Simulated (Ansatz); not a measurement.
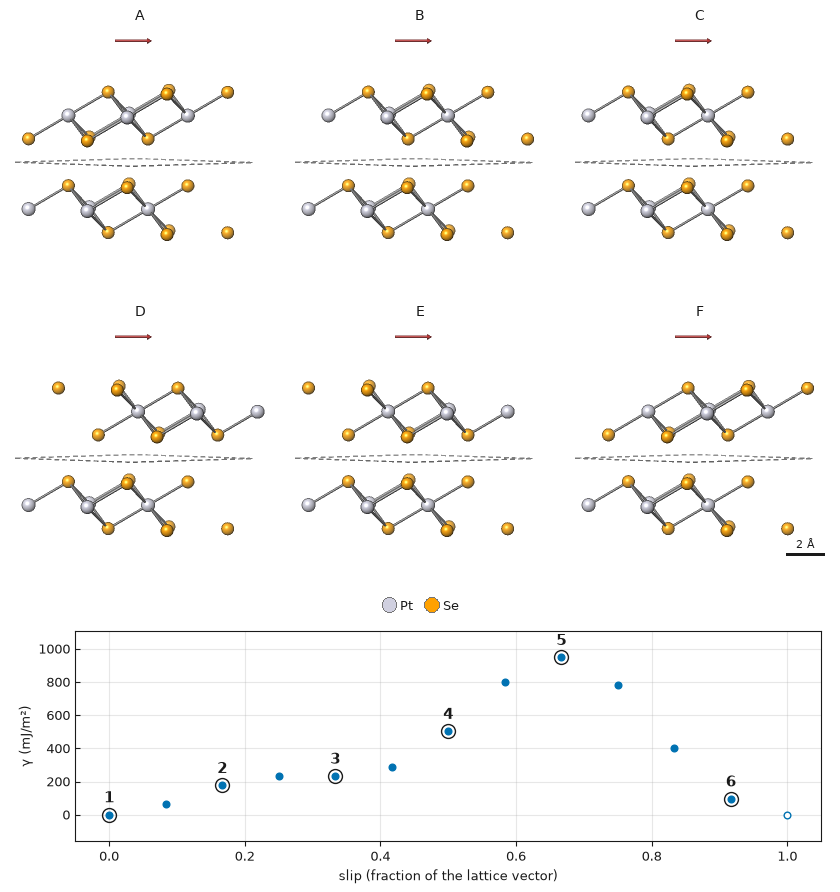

A scan of solid PtSe2 (P-3m1): the crystal above a cut along the (0 0 1) plane of the conventional cell (between a plane of Se below and one of Se above, 2.53 Å apart) is slid rigidly by fractions of an in-plane lattice vector 6.45 Å long (a generalised stacking fault). One cut stands in each cell, which starts 10.1 Å high; nothing is relaxed, and the dashed outline marks the cut, the arrow on top the direction of slip. The frames are shuffled; the numbered points of the plot belong to them. Hollow markers are points alike by symmetry, not computed again. A ball-and-stick model of the layers on both sides of the cut, seen from the side, nearly along the cut plane.

Theory: DFT PBE+D3(BJ), scalar-relativistic, plane waves, PAW (Ansatz 0.2.0). (plane-wave cutoff 420 eV; k-point mesh 14 × 14 × 5; occupations gaussian; smearing width 0.15 eV; no spin polarisation). Energies (free energies at the smearing named) are counted from the cell as listed in its source, which wasn't relaxed.

**Match the frames to the points.**

Point 1 is frame C (the slip 0.00, 0 mJ/m²); 2 is frame B (the slip 0.167, 177 mJ/m²); 3 is frame A (the slip 0.333, 232 mJ/m²); 4 is frame F (the slip 0.50, 502 mJ/m²); 5 is frame E (the slip 0.667, 948 mJ/m²); 6 is frame D (the slip 0.917, 95 mJ/m²). The curve starts and ends at zero, since a full lattice vector restores the crystal. Its highest computed point is 948 mJ/m² at slip 0.667, which the unstable stacking-fault energy of this rigid path equals or slightly exceeds. No local minimum shows among the points, so there is no metastable fault on this line. The path isn't symmetric about half-way. Relaxation across the fault would lower the values.
